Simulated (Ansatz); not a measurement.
**Run report: Si₁₂O₂₃ (charge +2), field-gradient calculation (part 1 of 2)**

Si₁₂O₂₃ (defect cell, 35 atoms in the cell, total charge +2), computed with DFT, PBE, plane waves, PAW, no spin polarisation (Ansatz 0.2.0).

The structure derives from a Materials Project entry.

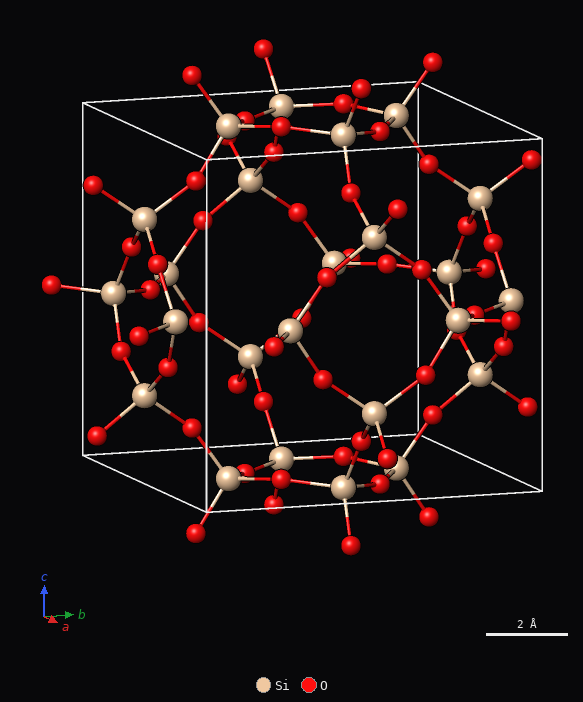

**Figure 1.** The input geometry (ball-and-stick view of the cell of the calculation, seen slightly off an axis; bonded neighbours outside the cell are drawn too). Near neighbours in the crystal (not all of them lie inside the picture): Si has 4 O at 1.61 Å; Si has 3 O at 1.61 Å; O has 2 Si at 1.61 Å.

### Input file
```yaml
crystal:
  lattice:
    - [8.91698266, 0.0, 0.0]
    - [0.0, 8.91698266, 0.0]
    - [0.0, 0.0, 8.91698266]
  atoms:
    - { symbol: Si, position: [0.25, 0.0, 0.5] }
    - { symbol: Si, position: [0.75, 0.5, 0.0] }
    - { symbol: Si, position: [0.0, 0.25, 0.5] }
    - { symbol: Si, position: [0.5, 0.75, 0.0] }
    - { symbol: Si, position: [0.5, 0.0, 0.25] }
    - { symbol: Si, position: [0.0, 0.5, 0.75] }
    - { symbol: Si, position: [0.5, 0.25, 0.0] }
    - { symbol: Si, position: [0.0, 0.75, 0.5] }
    - { symbol: Si, position: [0.25, 0.5, 0.0] }
    - { symbol: Si, position: [0.75, 0.0, 0.5] }
    - { symbol: Si, position: [0.0, 0.5, 0.25] }
    - { symbol: Si, position: [0.5, 0.0, 0.75] }
    - { symbol: O, position: [0.35285604, 0.64714396, 0.01550144] }
    - { symbol: O, position: [0.48449856, 0.14714396, 0.14714396] }
    - { symbol: O, position: [0.98449856, 0.64714396, 0.64714396] }
    - { symbol: O, position: [0.85285604, 0.51550144, 0.14714396] }
    - { symbol: O, position: [0.35285604, 0.01550144, 0.64714396] }
    - { symbol: O, position: [0.14714396, 0.85285604, 0.51550144] }
    - { symbol: O, position: [0.64714396, 0.35285604, 0.01550144] }
    - { symbol: O, position: [0.51550144, 0.85285604, 0.14714396] }
    - { symbol: O, position: [0.01550144, 0.35285604, 0.64714396] }
    - { symbol: O, position: [0.14714396, 0.48449856, 0.14714396] }
    - { symbol: O, position: [0.64714396, 0.98449856, 0.64714396] }
    - { symbol: O, position: [0.14714396, 0.14714396, 0.48449856] }
    - { symbol: O, position: [0.64714396, 0.64714396, 0.98449856] }
    - { symbol: O, position: [0.51550144, 0.14714396, 0.85285604] }
    - { symbol: O, position: [0.01550144, 0.64714396, 0.35285604] }
    - { symbol: O, position: [0.14714396, 0.51550144, 0.85285604] }
    - { symbol: O, position: [0.64714396, 0.01550144, 0.35285604] }
    - { symbol: O, position: [0.35285604, 0.35285604, 0.98449856] }
    - { symbol: O, position: [0.85285604, 0.85285604, 0.48449856] }
    - { symbol: O, position: [0.98449856, 0.35285604, 0.35285604] }
    - { symbol: O, position: [0.48449856, 0.85285604, 0.85285604] }
    - { symbol: O, position: [0.35285604, 0.98449856, 0.35285604] }
    - { symbol: O, position: [0.85285604, 0.48449856, 0.85285604] }
total_charge: 2
kpoints:
  mp_grid: { grid: [1, 1, 1] }
scf:
  occupations: { method: fermi_dirac, width: 0.01 }
hamiltonian:
  xc: pbe
  pseudopotentials: { kind: paw, source: ansatz }
output:
  forces: true
  stress: true
  populations: true
  efg: { quadrupole_moments_barn: { O: -0.02558 }, contact_densities: true }
```

Run on 1 thread of Arm Neoverse V1, 24 GiB of memory available, shared host.

Run as:
```bash
ansatz run input.yaml --threads 1 --pin off --max-ram 3072MiB --backend cpu --events-out ev --progress --plain --runs-dir out
```

### The program's output
```
Engine: ansatz 0.2.0, aarch64-unknown-linux-gnu
Pseudopotentials: kind: paw
Pseudopotential: Si, paw, valence charge 4, recommended cutoff 460 eV (normal), Si.paw.azcp
Pseudopotential: O, paw, valence charge 6, recommended cutoff 930 eV (normal), O.paw.azcp
Functional definition: PBE
  parameter kappa = 0.804
  parameter beta = 0.06672455060314922
  exchange = pbe_x(kappa = kappa, mu = beta*pi^2/3)
  correlation = pbe_c(beta = beta)
Crystal: 35 atoms, lattice volume = 709.012 Å³
Basis set: ecut = 930 eV, 45769 PW (Γ), exchange–correlation on 200×200×200 points (8 copies of the dense FFT grid, shifted against one another)
Bands: 127, of which v1, the nominal top of the filled ones, is band 92 counted from 1 (91 counted from 0)
Symmetry: 2 space group operations
Space group: Cm (ITA 8), of the structure as read, at distance tolerance 8.9e-5 Å
k-points: 1
Non-local potential: Si, projectors of the file, l = 0: 2, l = 1: 3, l = 2: 1
Non-local potential: O, projectors of the file, l = 0: 2, l = 1: 2, l = 2: 1
PAW form: soft (Blöchl's): semilocal exchange-correlation on the pseudo side does not see the compensation charge
PAW one-centre angular grid: Si, 110 points (default); XC on 64 Gauss nodes
PAW one-centre angular grid: O, 110 points (default); XC on 64 Gauss nodes
Initial density: superposition of atomic densities (chi_scale 0.1, normalization cell, long waves kept (reshape's long-wave potential 0.19 eV rms))
Initial wavefunctions: pseudopotential atomic-orbital guess
Functional: x = pbe(κ = 0.804, μ = 0.2195149727645171), c = pbe(β = 0.06672455060314922)
SCF iter   1: F=—  HF=-20748.540376 eV  |F-HF|=—  |Δ(HF+E_count)|=         —  Δρ=1.29e-1  dr2=1.14e2  ethr=3.10e-3  ⟨swp⟩=8.0  Hψ=630  notcnv=0  defer=24
preconditioner: auto → Resta (q_TF=auto, 2.179 Å⁻¹)  ε∞=2.1  [insulator: Δε(μ)=3.718 eV  Ē_g=18.113 eV  σ=0.010 eV  W_gap=1.00  n_scr=122 (ndim 8)  ℏωp=18.9 eV  f_vac=0.323  D(μ)=0.00/eV (n_scr^D=0)  ε∞_Penn≈2.1]
SCF iter   2: F=—  HF=-20717.985887 eV  |F-HF|=—  |Δ(HF+E_count)|=    3.06e1  Δρ=5.24e-2  dr2=1.62e1  ethr=3.10e-3  ⟨swp⟩=5.0  Hψ=326  notcnv=0  defer=30
preconditioner: auto → LDOS  [metal: Δε(μ)=0.007 eV  Ē_g=16.044 eV  σ=0.010 eV  W_gap=0.18  n_scr=122 (ndim 8)  ℏωp=18.9 eV  f_vac=0.351  D(μ)=96.86/eV (n_scr^D=1418)  β→1.0]
SCF iter   3: F=—  HF=-20715.489607 eV  |F-HF|=—  |Δ(HF+E_count)|=    2.50e0  Δρ=1.87e-2  dr2=4.20e0  ethr=3.10e-3  ⟨swp⟩=4.0  Hψ=227  notcnv=0  defer=30
SCF iter   4: F=—  HF=-20717.873393 eV  |F-HF|=—  |Δ(HF+E_count)|=    2.38e0  Δρ=2.61e-2  dr2=1.41e1  ethr=2.28e-3  ⟨swp⟩=4.0  Hψ=227  notcnv=0  defer=30  recentre
SCF iter   5: F=—  HF=-20715.658545 eV  |F-HF|=—  |Δ(HF+E_count)|=    2.21e0  Δρ=1.79e-2  dr2=6.20e0  ethr=2.28e-3  ⟨swp⟩=3.0  Hψ=160  notcnv=0  defer=30
SCF iter   6: F=—  HF=-20715.389118 eV  |F-HF|=—  |Δ(HF+E_count)|=   2.69e-1  Δρ=1.56e-2  dr2=5.30e0  ethr=2.28e-3  ⟨swp⟩=1.0  Hψ=147  notcnv=0  defer=30
SCF iter   7: F=—  HF=-20715.093017 eV  |F-HF|=—  |Δ(HF+E_count)|=   2.96e-1  Δρ=6.21e-3  dr2=3.41e-1  ethr=2.28e-3  ⟨swp⟩=2.0  Hψ=101  notcnv=0  defer=30
SCF iter   8: F=—  HF=-20715.491925 eV  |F-HF|=—  |Δ(HF+E_count)|=   3.99e-1  Δρ=1.89e-2  dr2=5.89e0  ethr=1.85e-4  ⟨swp⟩=3.0  Hψ=160  notcnv=0  defer=30
SCF iter   9: F=—  HF=-20715.705941 eV  |F-HF|=—  |Δ(HF+E_count)|=   2.14e-1  Δρ=1.78e-2  dr2=6.24e0  ethr=1.85e-4  ⟨swp⟩=2.0  Hψ=101  notcnv=0  defer=30
SCF iter  10: F=—  HF=-20716.005878 eV  |F-HF|=—  |Δ(HF+E_count)|=   3.00e-1  Δρ=1.80e-2  dr2=7.03e0  ethr=1.85e-4  ⟨swp⟩=3.0  Hψ=155  notcnv=0  defer=30
SCF iter  11: F=—  HF=-20715.852292 eV  |F-HF|=—  |Δ(HF+E_count)|=   1.54e-1  Δρ=1.72e-2  dr2=6.55e0  ethr=1.85e-4  ⟨swp⟩=2.0  Hψ=101  notcnv=0  defer=30
SCF iter  12: F=—  HF=-20716.120113 eV  |F-HF|=—  |Δ(HF+E_count)|=   2.68e-1  Δρ=1.86e-2  dr2=7.23e0  ethr=1.85e-4  ⟨swp⟩=2.0  Hψ=101  notcnv=0  defer=30
SCF iter  13: F=—  HF=-20716.014499 eV  |F-HF|=—  |Δ(HF+E_count)|=   1.06e-1  Δρ=1.85e-2  dr2=6.92e0  ethr=1.85e-4  ⟨swp⟩=2.0  Hψ=148  notcnv=0  defer=30
SCF iter  14: F=—  HF=-20715.817367 eV  |F-HF|=—  |Δ(HF+E_count)|=   1.97e-1  Δρ=1.88e-2  dr2=6.59e0  ethr=1.85e-4  ⟨swp⟩=2.0  Hψ=101  notcnv=0  defer=30
SCF iter  15: F=—  HF=-20715.683980 eV  |F-HF|=—  |Δ(HF+E_count)|=   1.33e-1  Δρ=1.74e-2  dr2=6.16e0  ethr=1.85e-4  ⟨swp⟩=2.0  Hψ=101  notcnv=0  defer=30
SCF iter  16: F=—  HF=-20715.272474 eV  |F-HF|=—  |Δ(HF+E_count)|=   4.12e-1  Δρ=1.50e-2  dr2=4.34e0  ethr=1.85e-4  ⟨swp⟩=3.0  Hψ=160  notcnv=0  defer=30
SCF iter  17: F=—  HF=-20715.351995 eV  |F-HF|=—  |Δ(HF+E_count)|=   7.95e-2  Δρ=1.13e-2  dr2=2.59e0  ethr=1.85e-4  ⟨swp⟩=4.0  Hψ=178  notcnv=0  defer=30
SCF iter  18: F=—  HF=-20715.163854 eV  |F-HF|=—  |Δ(HF+E_count)|=   1.88e-1  Δρ=7.48e-3  dr2=9.02e-1  ethr=1.85e-4  ⟨swp⟩=3.0  Hψ=156  notcnv=0  defer=30
SCF iter  19: F=—  HF=-20715.359118 eV  |F-HF|=—  |Δ(HF+E_count)|=   1.95e-1  Δρ=1.53e-2  dr2=4.66e0  ethr=1.85e-4  ⟨swp⟩=3.0  Hψ=166  notcnv=0  defer=30  recentre
SCF iter  20: F=—  HF=-20715.371076 eV  |F-HF|=—  |Δ(HF+E_count)|=   1.20e-2  Δρ=1.52e-2  dr2=4.64e0  ethr=1.85e-4  ⟨swp⟩=1.0  Hψ=147  notcnv=0  defer=30
SCF iter  21: F=—  HF=-20715.182512 eV  |F-HF|=—  |Δ(HF+E_count)|=   1.89e-1  Δρ=1.20e-2  dr2=2.90e0  ethr=1.85e-4  ⟨swp⟩=2.0  Hψ=101  notcnv=0  defer=30
SCF iter  22: F=—  HF=-20715.278854 eV  |F-HF|=—  |Δ(HF+E_count)|=   9.63e-2  Δρ=1.43e-2  dr2=4.20e0  ethr=1.85e-4  ⟨swp⟩=2.0  Hψ=100  notcnv=0  defer=30
SCF iter  23: F=—  HF=-20715.233296 eV  |F-HF|=—  |Δ(HF+E_count)|=   4.56e-2  Δρ=1.31e-2  dr2=3.71e0  ethr=1.85e-4  ⟨swp⟩=1.0  Hψ=147  notcnv=0  defer=30
SCF iter  24: F=—  HF=-20715.118844 eV  |F-HF|=—  |Δ(HF+E_count)|=   1.14e-1  Δρ=3.47e-3  dr2=1.48e-1  ethr=1.85e-4  ⟨swp⟩=2.0  Hψ=101  notcnv=0  defer=30
SCF iter  25: F=—  HF=-20715.140522 eV  |F-HF|=—  |Δ(HF+E_count)|=   2.17e-2  Δρ=8.83e-3  dr2=1.72e0  ethr=8.04e-5  ⟨swp⟩=2.0  Hψ=101  notcnv=0  defer=30  recentre
SCF iter  26: F=—  HF=-20715.114811 eV  |F-HF|=—  |Δ(HF+E_count)|=   2.57e-2  Δρ=3.16e-3  dr2=1.89e-1  ethr=8.04e-5  ⟨swp⟩=1.0  Hψ=147  notcnv=0  defer=30
SCF iter  27: F=—  HF=-20715.111049 eV  |F-HF|=—  |Δ(HF+E_count)|=   3.76e-3  Δρ=9.12e-4  dr2=7.14e-3  ethr=8.04e-5  ⟨swp⟩=2.0  Hψ=99  notcnv=0  defer=30
SCF iter  28: F=—  HF=-20715.110726 eV  |F-HF|=—  |Δ(HF+E_count)|=   3.23e-4  Δρ=7.51e-4  dr2=6.12e-3  ethr=3.88e-6  ⟨swp⟩=2.0  Hψ=100  notcnv=0  defer=30
SCF iter  29: F=—  HF=-20715.110337 eV  |F-HF|=—  |Δ(HF+E_count)|=   3.88e-4  Δρ=4.94e-4  dr2=1.97e-3  ethr=3.32e-6  ⟨swp⟩=2.0  Hψ=98  notcnv=0  defer=30
SCF iter  30: F=—  HF=-20715.110216 eV  |F-HF|=—  |Δ(HF+E_count)|=   1.22e-4  Δρ=6.40e-4  dr2=7.93e-3  ethr=1.07e-6  ⟨swp⟩=2.0  Hψ=98  notcnv=0  defer=30  recentre
SCF iter  31: F=—  HF=-20715.110050 eV  |F-HF|=—  |Δ(HF+E_count)|=   1.66e-4  Δρ=2.37e-4  dr2=4.53e-4  ethr=1.07e-6  ⟨swp⟩=1.0  Hψ=97  notcnv=0  defer=30
SCF iter  32: F=—  HF=-20715.110077 eV  |F-HF|=—  |Δ(HF+E_count)|=   2.73e-5  Δρ=1.29e-4  dr2=2.34e-4  ethr=2.46e-7  ⟨swp⟩=2.0  Hψ=98  notcnv=0  defer=30
SCF iter  33: F=—  HF=-20715.110092 eV  |F-HF|=—  |Δ(HF+E_count)|=   1.45e-5  Δρ=6.88e-5  dr2=2.65e-5  ethr=1.27e-7  ⟨swp⟩=2.0  Hψ=98  notcnv=0  defer=30
SCF iter  34: F=—  HF=-20715.110320 eV  |F-HF|=—  |Δ(HF+E_count)|=   2.28e-4  Δρ=3.69e-5  dr2=9.51e-6  ethr=1.44e-8  ⟨swp⟩=2.0  Hψ=132  notcnv=0  defer=30
SCF iter  35: F=—  HF=-20715.110323 eV  |F-HF|=—  |Δ(HF+E_count)|=   2.43e-6  Δρ=2.33e-5  dr2=4.60e-6  ethr=5.17e-9  ⟨swp⟩=2.0  Hψ=140  notcnv=0  defer=30
SCF iter  36: F=—  HF=-20715.110323 eV  |F-HF|=—  |Δ(HF+E_count)|=   5.21e-8  Δρ=1.44e-5  dr2=1.46e-6  ethr=2.50e-9  ⟨swp⟩=2.0  Hψ=140  notcnv=0  defer=30
SCF iter  37: F=—  HF=-20715.110323 eV  |F-HF|=—  |Δ(HF+E_count)|=   2.05e-7  Δρ=1.02e-5  dr2=8.90e-7  ethr=7.92e-10  ⟨swp⟩=2.0  Hψ=186  notcnv=0  defer=30
SCF iter  38: F=—  HF=-20715.110323 eV  |F-HF|=—  |Δ(HF+E_count)|=  3.64e-10  Δρ=7.16e-6  dr2=3.56e-7  ethr=4.84e-10  ⟨swp⟩=1.0  Hψ=97  notcnv=0  defer=30
SCF iter  39: F=—  HF=-20715.110323 eV  |F-HF|=—  |Δ(HF+E_count)|=   1.02e-9  Δρ=5.31e-6  dr2=2.22e-7  ethr=1.93e-10  ⟨swp⟩=2.0  Hψ=143  notcnv=0  defer=30
SCF iter  40: F=-20715.110323 eV  HF=-20715.110323 eV  |F-HF|=7.57e-9  |Δ(HF+E_count)|=   2.21e-8  Δρ=1.89e-6  dr2=2.24e-8  ethr=5.43e-11  ⟨swp⟩=22.0  Hψ=1002  notcnv=0
SCF 1 converged in 40 iterations: F = -20715.110323 eV  dr2 = 2.24e-8
  greatest PAW one-centre occupation: 0.517 electrons in one spin orbital (limit 2), on the O atom at site 30 (counted from 0), in its partial waves of l = 0
```

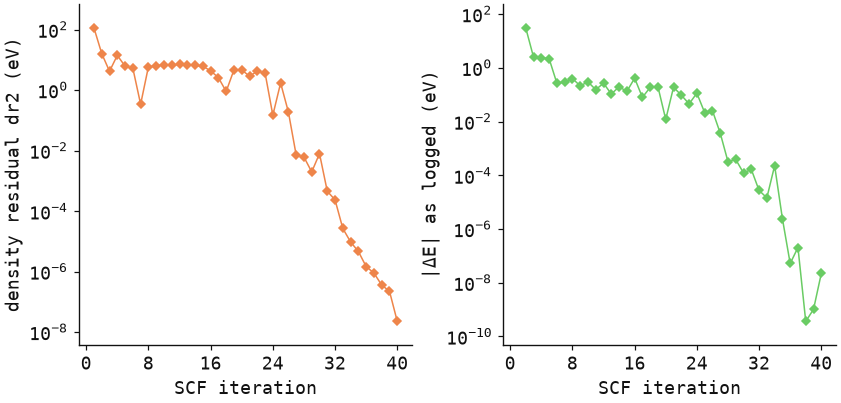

**Figure 2.** Convergence of the self-consistent field: density residual dr2 and size of the energy change against the SCF iteration. The residual falls unevenly and jumps up by a factor of two or more 5 times on the way down.

```
SCF converged after 40 iterations
Free energy (F): -20715.110323 eV
Harris-Foulkes:  -20715.110323 eV  (|F-HF|=7.57e-9)
Internal energy: -20715.095679 eV  (E = F + TS)
E sigma→0 (E₀):  -20715.103001 eV
Entropy (-TS):   -0.014644 eV (-0.418 meV/atom)
Fermi energy:    -1.295766 eV
--- Per-component energies (eV) ---
  E_band       = -1545.247619
  E_kinetic    = 6172.054092
  E_local      = -21361.117304  (includes V_loc(G=0)·N_el)
  E_nonlocal   = 2227.925762
  E_hartree    = 7537.289312
  E_xc         = -2761.080024
  E_vxc        = -3179.454203  (∫ρ·V_xc dr)
  E_paw        = -9435.080993  (= ΣΔE_a)
  E_vpaw       = -479.234279  (= ΣTr[D̂ρ^β])
  E_aug_tail   = -0.000019  (compensation charges beyond the density's cutoff)
  E_ewald      = -3095.086505
  E_smearing   = -0.014644  (= −TS)
  E_closure    = -0.000000  (closes the sum)
  E_deformation_potential = 14.942142  (in the stress; not in F)
  Σ components = -20715.110323   (vs F -20715.110323, Δ=0.00e0)
```
